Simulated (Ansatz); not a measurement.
# What a change does: single-point calculation on TiSi

System: TiSi (2 atoms in the cell).
Method of the first run: DFT PBEsol, scalar-relativistic, plane waves, PAW, no spin polarisation (Ansatz 0.2.0).

The structure derives from a Materials Project entry. Text and figures count atoms from 1; the logs count them from 0 in places.

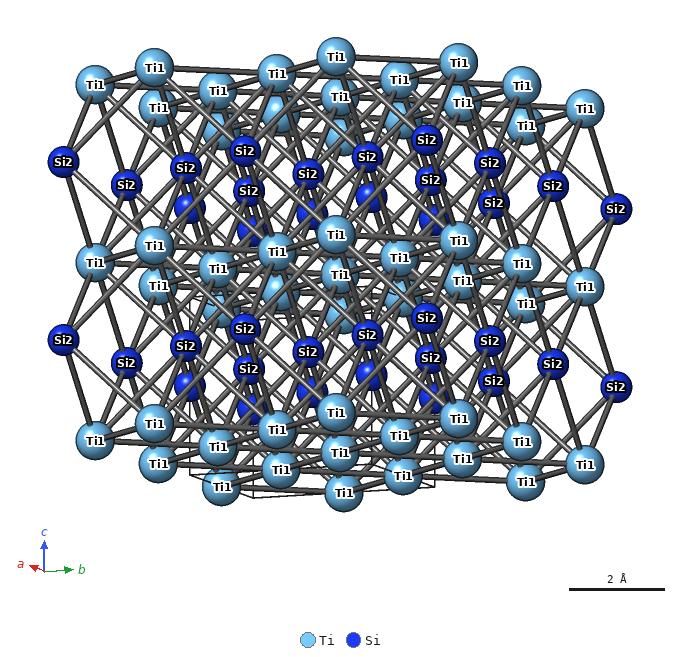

**Figure 1.** The structure (ball-and-stick view of the cell 2 times as large as that of the calculation, set on its symmetry axes, repeated 3 × 2 × 2, seen at an oblique angle; atoms are numbered from 1 in the order of the input). An atom can appear more than once, as a periodic image.

The input, the first run:
```yaml
crystal:
  lattice:
    - [1.7666163316, -2.0662876276, 0.0]
    - [1.7666163316, 2.0662876276, 0.0]
    - [0.0, 0.0, 3.7927044821]
  atoms:
    - { symbol: Ti, position: [0.5, 0.5, 0.0] }
    - { symbol: Si, position: [0.0, 0.0, 0.5] }
basis:
  ecutwfc: 420
kpoints:
  mp_grid: { grid: [22, 22, 16] }
hamiltonian:
  xc: pbesol
scf:
  occupations: { method: gaussian, width: 0.15 }
output:
  forces: true
  stress: true
  eigenvalues: true
```

Launched with:
```bash
ansatz run input.yaml --threads 1 --pin off --max-ram 2560MiB --backend cpu --events-out ev --progress --plain --runs-dir out
```

Hardware: 1 thread of AMD EPYC (Zen 3), 32 GiB of memory available, shared host.

Output, shortened to warnings, some set-up lines, iterations and results (the first run):
```
Basis set: ecut = 420 eV, 543 PW (Γ), exchange–correlation on 40×40×54 points (8 copies of the dense FFT grid, shifted against one another)
Symmetry: 8 space group operations
k-points: 1197 of 7744
Initial density: superposition of atomic densities (neutral atoms: chi_scale 0, normalization atom), corrected by the library's trained network
[...]
SCF iter   1: F=—  HF=-3096.634144 eV  |F-HF|=—  |Δ(HF+E_count)|=         —  Δρ=6.85e-3  dr2=8.40e-3  ethr=1.77e-3  ⟨swp⟩=5.0  Hψ=76345  notcnv=0
SCF iter   2: F=—  HF=-3096.631669 eV  |F-HF|=—  |Δ(HF+E_count)|=   2.47e-3  Δρ=3.27e-3  dr2=1.97e-3  ethr=5.25e-5  ⟨swp⟩=1.3  Hψ=25912  notcnv=0
SCF iter   3: F=—  HF=-3096.631089 eV  |F-HF|=—  |Δ(HF+E_count)|=   5.80e-4  Δρ=2.91e-4  dr2=1.17e-5  ethr=1.23e-5  ⟨swp⟩=3.0  Hψ=24307  notcnv=0
SCF iter   4: F=—  HF=-3096.631057 eV  |F-HF|=—  |Δ(HF+E_count)|=   3.24e-5  Δρ=3.88e-5  dr2=4.52e-7  ethr=7.32e-8  ⟨swp⟩=2.9  Hψ=24386  notcnv=0
SCF iter   5: F=-3096.631057 eV  HF=-3096.631057 eV  |F-HF|=9.07e-9  |Δ(HF+E_count)|=   8.23e-8  Δρ=8.84e-6  dr2=2.34e-8  ethr=2.82e-9  ⟨swp⟩=2.5  Hψ=22160  notcnv=0
SCF iter   6: F=-3096.631057 eV  HF=-3096.631057 eV  |F-HF|=5.72e-10  |Δ(HF+E_count)|=  4.31e-10  Δρ=2.11e-6  dr2=1.17e-9  ethr=1.46e-10  ⟨swp⟩=2.0  Hψ=46041  notcnv=0
SCF 1 converged in 6 iterations: F = -3096.631057 eV  dr2 = 1.17e-9
SCF converged after 6 iterations
Free energy (F): -3096.631057 eV
Harris-Foulkes:  -3096.631057 eV  (|F-HF|=5.72e-10)
Internal energy: -3096.617992 eV  (E = F + TS)
E sigma→0 (E₀):  -3096.624525 eV
Entropy (-TS):   -0.013064 eV (-6.532 meV/atom)
Fermi energy:    14.145048 eV
--- Per-component energies (eV) ---
  E_band       = -114.719112
  E_kinetic    = 319.307928
  E_local      = -935.079259  (includes V_loc(G=0)·N_el)
  E_nonlocal   = 35.469003
  E_hartree    = 406.141307
  E_xc         = -154.551331
  E_vxc        = -172.534832  (∫ρ·V_xc dr)
  E_paw        = -1522.138116  (= ΣΔE_a)
  E_vpaw       = -174.163412  (= ΣTr[D̂ρ^β])
  E_aug_tail   = 0.000123  (compensation charges beyond the density's cutoff)
  E_ewald      = -1245.938592
  E_core_change = 0.170945  (= ΣΔE_core)
  E_smearing   = -0.013064  (= −TS)
  E_closure    = 0.000000  (closes the sum)
  Σ components = -3096.631057   (vs F -3096.631057, Δ=0.00e0)
--- Forces (eV/Å), atoms counted from 1 ---
  atom   1  Ti     0.00000000     0.00000000     0.00000000
  atom   2  Si    -0.00000000     0.00000000     0.00000000
  max |Σ_I F_I| component: 1.24e-29 eV/Å
--- Stress (GPa, compression-positive) ---
        4.907660       0.000000       0.000000
        0.000000       2.243514       0.000000
        0.000000       0.000000       2.601973
  P = ⅓ Tr σ = 3.2510 GPa (32.510 kbar)
```

The input of the second run differs as follows (lines with − go, lines with + come):
```diff
-    - [1.7666163316, -2.0662876276, 0.0]
-    - [1.7666163316, 2.0662876276, 0.0]
+    - [1.8567498179, -2.0662876276, 0.0]
+    - [1.8567498179, 2.0662876276, 0.0]
```

Predict how the results change.

With the same functional and potentials, the second run lies 3.1 meV per atom higher. The pressure goes from 3.25 to −4.14 GPa. The volume per atom goes from 13.84 to 14.55 Å³. The number of SCF iterations is the same. The plane waves at Γ go from 543 to 573.

Output, shortened to warnings, some set-up lines, iterations and results (the second run):
```
Basis set: ecut = 420 eV, 573 PW (Γ), exchange–correlation on 40×40×54 points (8 copies of the dense FFT grid, shifted against one another)
Symmetry: 8 space group operations
k-points: 1197 of 7744
Initial density: superposition of atomic densities (neutral atoms: chi_scale 0, normalization atom), corrected by the library's trained network
[...]
SCF iter   1: F=—  HF=-3096.627558 eV  |F-HF|=—  |Δ(HF+E_count)|=         —  Δρ=6.18e-3  dr2=7.78e-3  ethr=1.77e-3  ⟨swp⟩=5.0  Hψ=76317  notcnv=0
SCF iter   2: F=—  HF=-3096.625363 eV  |F-HF|=—  |Δ(HF+E_count)|=   2.19e-3  Δρ=2.87e-3  dr2=1.73e-3  ethr=4.86e-5  ⟨swp⟩=1.4  Hψ=25984  notcnv=0
SCF iter   3: F=—  HF=-3096.624887 eV  |F-HF|=—  |Δ(HF+E_count)|=   4.76e-4  Δρ=2.98e-4  dr2=1.27e-5  ethr=1.08e-5  ⟨swp⟩=3.0  Hψ=24650  notcnv=0
SCF iter   4: F=—  HF=-3096.624832 eV  |F-HF|=—  |Δ(HF+E_count)|=   5.51e-5  Δρ=7.00e-5  dr2=2.38e-6  ethr=7.92e-8  ⟨swp⟩=2.7  Hψ=23708  notcnv=0
SCF iter   5: F=-3096.624832 eV  HF=-3096.624832 eV  |F-HF|=6.07e-9  |Δ(HF+E_count)|=   6.18e-7  Δρ=1.22e-5  dr2=2.27e-8  ethr=1.49e-8  ⟨swp⟩=2.0  Hψ=19057  notcnv=0
SCF iter   6: F=-3096.624832 eV  HF=-3096.624832 eV  |F-HF|=1.27e-9  |Δ(HF+E_count)|=   1.15e-8  Δρ=2.55e-6  dr2=2.00e-9  ethr=1.42e-10  ⟨swp⟩=1.6  Hψ=43901  notcnv=0
SCF 1 converged in 6 iterations: F = -3096.624832 eV  dr2 = 2.00e-9
SCF converged after 6 iterations
Free energy (F): -3096.624832 eV
Harris-Foulkes:  -3096.624832 eV  (|F-HF|=1.27e-9)
Internal energy: -3096.612321 eV  (E = F + TS)
E sigma→0 (E₀):  -3096.618576 eV
Entropy (-TS):   -0.012511 eV (-6.256 meV/atom)
Fermi energy:    13.419971 eV
--- Per-component energies (eV) ---
  E_band       = -127.253030
  E_kinetic    = 316.652155
  E_local      = -956.614547  (includes V_loc(G=0)·N_el)
  E_nonlocal   = 35.137826
  E_hartree    = 411.250942
  E_xc         = -153.570289
  E_vxc        = -171.245413  (∫ρ·V_xc dr)
  E_paw        = -1521.800633  (= ΣΔE_a)
  E_vpaw       = -173.683410  (= ΣTr[D̂ρ^β])
  E_aug_tail   = 0.000123  (compensation charges beyond the density's cutoff)
  E_ewald      = -1227.838843
  E_core_change = 0.170945  (= ΣΔE_core)
  E_smearing   = -0.012511  (= −TS)
  E_closure    = 0.000000  (closes the sum)
  Σ components = -3096.624832   (vs F -3096.624832, Δ=0.00e0)
--- Forces (eV/Å), atoms counted from 1 ---
  atom   1  Ti    -0.00000000    -0.00000000     0.00000000
  atom   2  Si     0.00000000     0.00000000     0.00000000
  max |Σ_I F_I| component: 1.24e-29 eV/Å
--- Stress (GPa, compression-positive) ---
       -5.636838      -0.000000       0.000000
       -0.000000      -3.370856      -0.000000
        0.000000      -0.000000      -3.411616
  P = ⅓ Tr σ = -4.1398 GPa (-41.398 kbar)
```

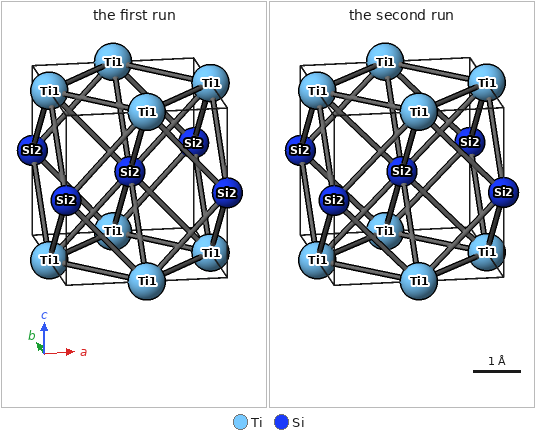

**Figure 2.** The two input geometries at one scale (ball-and-stick view of the cell 2 times as large as that of the calculation, set on its symmetry axes, seen slightly off an axis). The atoms keep their places relative to the cell (all moves are under 0.005 Å). The volume changes by +5.1 %, with a 3.533 → 3.713 Å (+5.1 %), b stays at 4.133 Å, c stays at 3.793 Å. Among the contacts that change: Ti1–Si2 2.592 → 2.654 Å, Ti1–Ti1 2.719 → 2.778 Å.

The two runs side by side:

| quantity | the first run | the second run |
| --- | --- | --- |
| outcome | converged | converged |
| free energy per atom (eV) | −1548.3155 | −1548.3124 |
| energy per atom, smearing taken to zero (eV) | −1548.3123 | −1548.3093 |
| gap on the mesh (eV) | 0.00 | 0.00 |
| pressure (GPa) | 3.25 | −4.14 |
| volume per atom (Å³) | 13.84 | 14.55 |
| largest force (eV/Å) | 0.000 | 0.000 |
| SCF iterations | 6 | 6 |
| irreducible k-points | 1197 | 1197 |
| plane waves at Γ | 543 | 573 |
| wall time (shared host) | 36 s | 33 s |
